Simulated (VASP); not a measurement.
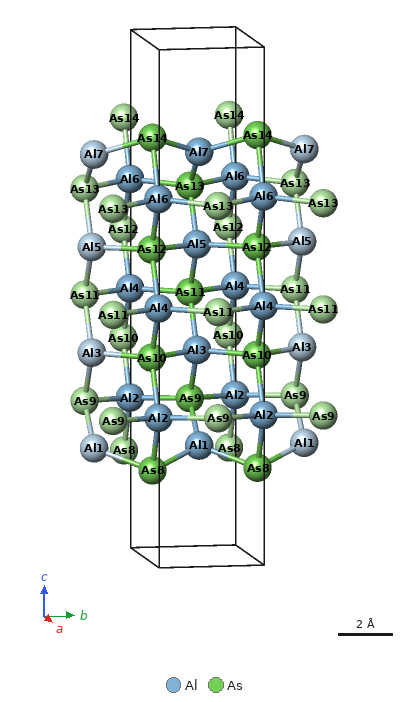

*The structure as given in the input (ball-and-stick view of the cell of the calculation, with the vacuum cut short, seen slightly off an axis; neighbours outside the cell are drawn fainter; atoms are numbered from 1 in the order of the input). An atom can appear more than once, as a periodic image.*

Near neighbours in the periodic cell (some may lie outside the picture): Al has 3 As at 2.42 to 2.43 Å; Al has 4 As at 2.45 to 2.49 Å; As has 3 Al at 2.43 to 2.46 Å; As has 4 Al at 2.42 to 2.49 Å.

**Workfunction calculation of AlAs (part 1 of 2)**

System: AlAs (slab, 14 atoms in the cell).
Method: Kohn-Sham DFT of a periodic cell, PBEsol, VASP PAW PBE potentials, recommended, no spin polarisation (VASP 6.6.1).

The structure derives from an entry of the Crystallography Open Database.

## INCAR
```
SYSTEM = AlAs
  ALGO = Normal
  DIPOL = 0.5 0.5 0.500
  EDIFF = 1E-6
  ENCUT = 520
  GGA = PS
  IDIPOL = 3
  ISIF = 2
  ISMEAR = 0
  KPAR = 8
  LASPH = .True.
  LCHARG = .True.
  LDIPOL = .True.
  LREAL = .False.
  LVACPOTAV = .True.
  LVHAR = .True.
  LWAVE = .False.
  NELM = 80
  PREC = Accurate
  SIGMA = 0.05
```

## KPOINTS
```
k-points
0
Gamma
  4 6 1
  0 0 0
```

## POSCAR
```
AlAs                                    
1.0
    5.6608000000      0.0000000000      0.0000000000
    0.0000000000      4.0027900670      0.0000000000
    0.0000000000      0.0000000000     28.0083702010
  Al              As            
     7     7
Direct
     0.5628997015391360    0.5000000000000000    0.3020252278414214
     0.9795723344863774    0.0000000000000000    0.3526399106924847
     0.4853638951924579    0.5000000000000000    0.4287477468865706
     0.9829832251640699    0.0000000000000000    0.5000000000000000
     0.4853638951924579    0.5000000000000000    0.5712522531134295
     0.9795723344863774    0.0000000000000000    0.6473600893075152
     0.5628997015391360    0.5000000000000000    0.6979747721585788
     0.7675157827988721    0.0000000000000000    0.2757768366373122
     0.2316711553145248    0.5000000000000000    0.3569009643564402
     0.7391884130943946    0.0000000000000000    0.4270424748833210
     0.2345942099844047    0.5000000000000000    0.5000000000000000
     0.7391884130943946    0.0000000000000000    0.5729575251166793
     0.2316711553145248    0.5000000000000000    0.6430990356435600
     0.7675157827988721    0.0000000000000000    0.7242231633626879
```

Launched with:
```bash
cat potpaw_PBE.64/Al/POTCAR potpaw_PBE.64/As/POTCAR > POTCAR
mpirun -np 8 vasp_std > vasp.out
```

## OSZICAR
```
N       E                     dE             d eps       ncg     rms          rms(c)
DAV:   1     0.294589133574E+03    0.29459E+03   -0.18659E+04   864   0.116E+03
DAV:   2    -0.327311762236E+02   -0.32732E+03   -0.32085E+03  1192   0.192E+02
DAV:   3    -0.687506790629E+02   -0.36020E+02   -0.35790E+02  1020   0.657E+01
DAV:   4    -0.704297542097E+02   -0.16791E+01   -0.16755E+01  1200   0.163E+01
DAV:   5    -0.704858101719E+02   -0.56056E-01   -0.56018E-01  1168   0.279E+00    0.881E+00
DAV:   6    -0.685900356425E+02    0.18958E+01   -0.29093E+00  1036   0.492E+00    0.491E+00
DAV:   7    -0.681538867041E+02    0.43615E+00   -0.16255E+00  1088   0.382E+00    0.145E+00
DAV:   8    -0.681371709414E+02    0.16716E-01   -0.11633E-01  1020   0.129E+00    0.353E-01
DAV:   9    -0.681386405156E+02   -0.14696E-02   -0.97163E-03  1060   0.420E-01    0.175E-01
DAV:  10    -0.681400314190E+02   -0.13909E-02   -0.22074E-03   996   0.169E-01    0.888E-02
DAV:  11    -0.681408343362E+02   -0.80292E-03   -0.11037E-03   980   0.108E-01    0.394E-02
DAV:  12    -0.681412460296E+02   -0.41169E-03   -0.21797E-04  1068   0.488E-02    0.216E-02
DAV:  13    -0.681416044165E+02   -0.35839E-03   -0.28182E-04   948   0.526E-02    0.159E-02
DAV:  14    -0.681418064438E+02   -0.20203E-03   -0.34418E-05  1004   0.233E-02    0.833E-03
DAV:  15    -0.681420335705E+02   -0.22713E-03   -0.44551E-05   964   0.227E-02    0.501E-03
DAV:  16    -0.681420526480E+02   -0.19078E-04   -0.36917E-06   888   0.850E-03    0.375E-03
DAV:  17    -0.681421006961E+02   -0.48048E-04   -0.74275E-06   840   0.100E-02    0.214E-03
DAV:  18    -0.681421198818E+02   -0.19186E-04   -0.19400E-06   800   0.502E-03    0.193E-03
DAV:  19    -0.681421497334E+02   -0.29852E-04   -0.17689E-06   772   0.407E-03    0.111E-03
DAV:  20    -0.681421635638E+02   -0.13830E-04   -0.41189E-07   656   0.230E-03    0.713E-04
DAV:  21    -0.681421837950E+02   -0.20231E-04   -0.12147E-06   736   0.250E-03    0.509E-04
DAV:  22    -0.681421902783E+02   -0.64833E-05   -0.24823E-07   680   0.130E-03    0.394E-04
DAV:  23    -0.681421931111E+02   -0.28328E-05   -0.15751E-07   640   0.807E-04    0.168E-04
DAV:  24    -0.681421934100E+02   -0.29888E-06   -0.19274E-08   564   0.363E-04
   1 F= -.68142193E+02 E0= -.68142193E+02  d E =-.428400E-12
```

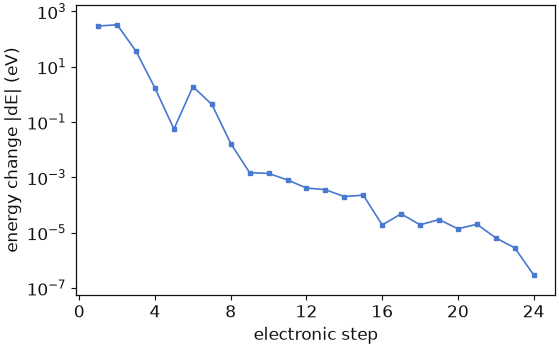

*Convergence of the self-consistent field: energy change |dE| against the electronic step.*

It takes 24 electronic steps. The density is held fixed in the first few steps, and dE rises again when its update begins.

## Parts of OUTCAR
```
SYSTEM = AlAs
   EDIFF = 1E-6
   ENCUT = 520
   GGA = PS
   ISIF = 2
   ISMEAR = 0
   LASPH = .True.
   LREAL = .False.
   NELM = 80
   PREC = Accurate

 ion  position               nearest neighbor table
   1  0.563  0.500  0.302-   9 2.42   8 2.43   8 2.43
   2  0.980  0.000  0.353-   9 2.46   9 2.46   8 2.46  10 2.49
   3  0.485  0.500  0.429-  11 2.45  10 2.46  10 2.46   9 2.47
   4  0.983  0.000  0.500-  11 2.46  11 2.46  12 2.47  10 2.47
   5  0.485  0.500  0.571-  11 2.45  12 2.46  12 2.46  13 2.47
   6  0.980  0.000  0.647-  13 2.46  13 2.46  14 2.46  12 2.49
   7  0.563  0.500  0.698-  13 2.42  14 2.43  14 2.43
   8  0.768  0.000  0.276-   1 2.43   1 2.43   2 2.46
   9  0.232  0.500  0.357-   1 2.42   2 2.46   2 2.46   3 2.47
  10  0.739  0.000  0.427-   3 2.46   3 2.46   4 2.47   2 2.49
  11  0.235  0.500  0.500-   3 2.45   5 2.45   4 2.46   4 2.46
  12  0.739  0.000  0.573-   5 2.46   5 2.46   4 2.47   6 2.49
  13  0.232  0.500  0.643-   7 2.42   6 2.46   6 2.46   5 2.47
  14  0.768  0.000  0.724-   7 2.43   7 2.43   6 2.46

  LATTYP: Found a simple orthorhombic cell.
 ALAT       =     4.0027900670
 B/A-ratio  =     1.4142135624
 C/A-ratio  =     6.9972118778

  Lattice vectors:

 A1 = (   0.0000000000,  -4.0027900670,   0.0000000000)
 A2 = (   5.6608000000,   0.0000000000,   0.0000000000)
 A3 = (   0.0000000000,   0.0000000000,  28.0083702010)

Analysis of symmetry for initial positions (statically):
=====================================================================
 Subroutine PRICEL returns:
 Original cell was already a primitive cell.

 Routine SETGRP: Setting up the symmetry group for a
 simple orthorhombic supercell.

 Subroutine GETGRP returns: Found  4 space group operations
 (whereof  4 operations were pure point group operations)
 out of a pool of  8 trial point group operations.

The static configuration has the point symmetry C_2v.

Analysis of symmetry for dynamics (positions and initial velocities):
=====================================================================
 Subroutine PRICEL returns:
 Original cell was already a primitive cell.

 Routine SETGRP: Setting up the symmetry group for a
 simple orthorhombic supercell.

 Subroutine GETGRP returns: Found  4 space group operations
 (whereof  4 operations were pure point group operations)
 out of a pool of  8 trial point group operations.

The dynamic configuration has the point symmetry C_2v.

 Subroutine INISYM returns: Found  4 space group operations
 (whereof  4 operations are pure point group operations),
 and found     1 'primitive' translations

----------------------------------------------------------------------------------------

                                     Primitive cell

  volume of cell :     634.6415

  direct lattice vectors                    reciprocal lattice vectors
     5.660800000  0.000000000  0.000000000     0.176653477  0.000000000  0.000000000
     0.000000000  4.002790067  0.000000000     0.000000000  0.249825742  0.000000000
     0.000000000  0.000000000 28.008370201     0.000000000  0.000000000  0.035703613

  length of vectors
     5.660800000  4.002790067 28.008370201     0.176653477  0.249825742  0.035703613

  position of ions in fractional coordinates (direct lattice)
     0.562899702  0.500000000  0.302025228
     0.979572334  0.000000000  0.352639911
     0.485363895  0.500000000  0.428747747
     0.982983225  0.000000000  0.500000000
     0.485363895  0.500000000  0.571252253
     0.979572334  0.000000000  0.647360089
     0.562899702  0.500000000  0.697974772
     0.767515783  0.000000000  0.275776837
     0.231671155  0.500000000  0.356900964
     0.739188413  0.000000000  0.427042475
     0.234594210  0.500000000  0.500000000
     0.739188413  0.000000000  0.572957525
     0.231671155  0.500000000  0.643099036
     0.767515783  0.000000000  0.724223163

  ion indices of the primitive-cell ions
   primitive index   ion index
                 1           1
                 2           2
                 3           3
                 4           4
                 5           5
                 6           6
                 7           7
                 8           8
                 9           9
                10          10
                11          11
                12          12
                13          13
                14          14

----------------------------------------------------------------------------------------

 KPOINTS: k-points

Automatic generation of k-mesh.
 Grid dimensions read from file:
 generate k-points for:    4    6    1

 Generating k-lattice:

  Cartesian coordinates                     Fractional coordinates (reciprocal lattice)
     0.044163369  0.000000000  0.000000000     0.250000000  0.000000000  0.000000000
     0.000000000  0.041637624  0.000000000     0.000000000  0.166666667  0.000000000
     0.000000000  0.000000000  0.035703613     0.000000000  0.000000000  1.000000000

  Length of vectors
     0.044163369  0.041637624  0.035703613

  Shift w.r.t. Gamma in fractional coordinates (k-lattice)
     0.000000000  0.000000000  0.000000000

 Subroutine IBZKPT returns following result:
 ===========================================

 Found     12 irreducible k-points:

 Following reciprocal coordinates:
            Coordinates               Weight
  0.000000  0.000000  0.000000      1.000000
  0.250000  0.000000  0.000000      2.000000
  0.500000  0.000000  0.000000      1.000000
  0.000000  0.166667  0.000000      2.000000
  0.250000  0.166667  0.000000      4.000000
  0.500000  0.166667  0.000000      2.000000
  0.000000  0.333333  0.000000      2.000000
  0.250000  0.333333  0.000000      4.000000
  0.500000  0.333333  0.000000      2.000000
  0.000000  0.500000  0.000000      1.000000
  0.250000  0.500000  0.000000      2.000000
  0.500000  0.500000  0.000000      1.000000
   k-points           NKPTS =     12   k-points in BZ     NKDIM =     12   number of bands    NBANDS=     36
   number of dos      NEDOS =    301   number of ions     NIONS =     14
   total plane-waves  NPLWV = 264600
   dimension x,y,z NGX =    42 NGY =   30 NGZ =  210
   dimension x,y,z NGXF=    84 NGYF=   60 NGZF=  420
   ions per type =               7   7
   NGX,Y,Z   is equivalent  to a cutoff of  12.33, 12.46, 12.46 a.u.
   NGXF,Y,Z  is equivalent  to a cutoff of  24.67, 24.92, 24.93 a.u.
 SYSTEM =  AlAs
   PREC   = accura    normal or accurate (medium, high low for compatibility)
   ISTART =      0    job   : 0-new  1-cont  2-samecut
   ICHARG =      2    charge: 1-file 2-atom 10-const
   ISPIN  =      1    spin polarized calculation?
   LNONCOLLINEAR =      F non collinear calculations
   LSORBIT =      F    spin-orbit coupling
   LASPH  =      T    aspherical Exc in radial PAW
   ENCUT  =  520.0 eV  38.22 Ry    6.18 a.u.  10.53  7.44 52.08*2*pi/ulx,y,z
   NELM   =     80;   NELMIN=  2; NELMDL= -5     # of ELM steps
   EDIFF  = 0.1E-05   stopping-criterion for ELM
   LREAL  =      F    real-space projection
   EDIFFG = 0.1E-04   stopping-criterion for IOM
   NSW    =      0    number of steps for IOM
   IBRION =     -1    ionic relax: 0-MD 1-quasi-New 2-CG
   NFREE  =      0    steps in history (QN), initial steepest desc. (CG)
   ISIF   =      2    stress and relaxation
   ISYM   =      2    0-nonsym 1-usesym 2-fastsym
   POTIM  = 0.5000    time-step for ionic-motion
   TEBEG  =    0.0;   TEEND  =   0.0 temperature during run
   PSTRESS=    0.0 pullay stress
   NELECT =      56.0000    total number of electrons
   NUPDOWN=      -1.0000    fix difference up-down
   EMIN   =  10.00;   EMAX   =-10.00  energy-range for DOS
   EFERMI =   0.00;   METHOD = LEGACY
   ISMEAR =     0;   SIGMA  =   0.05  broadening in eV -4-tet -1-fermi 0-gaus
   EFERMI_NEDOS =   21; number of points for ismear=-14 and -15
   IALGO  =     38    algorithm
   IMIX   =      4    mixing-type and parameters
     AMIX     =   0.40;   BMIX     =  1.00
     AMIX_MAG =   1.60;   BMIX_MAG =  1.00
  volume/ion in A,a.u.               =      45.33       305.91
  Fermi-wavevector in a.u.,A,eV,Ry     =   0.728833  1.377295  7.227381  0.531198
  Thomas-Fermi vector in A             =   1.820405
   LORBIT       =      0    0 simple, 1 ext, 2 COOP (PROOUT), +10 PAW based schemes
   GGA     = PS    functional components
   LHFCALC =     F    Hartree Fock is set to
   AEXX    =    0.0000 exact exchange contribution
   IVDW    =     0    specifies the selected vdW correction
   LEPSILON=     F    determine dielectric tensor
   LRPA    =     F    only Hartree local field effects (RPA)
 non-spin polarized calculation
 Gauss-broadening in eV      SIGMA  =   0.05
  energy-cutoff  :      520.00
  volume of cell :      634.64
 maximum number of plane-waves:     17159
   NGX = 21   NGY = 15   NGZ =105

 dipolmoment           0.000000      0.000000      0.000000 electrons x Angstroem

 number of electron      56.0000002 magnetization

 dipolmoment           0.000000      0.000000     -0.000000 electrons x Angstroem

 Free energy of the ion-electron system (eV)
  ---------------------------------------------------
  ext. energy  EPLUGINS =         0.00000000
  ---------------------------------------------------
  free energy    TOTEN  =       -68.14219341 eV
```
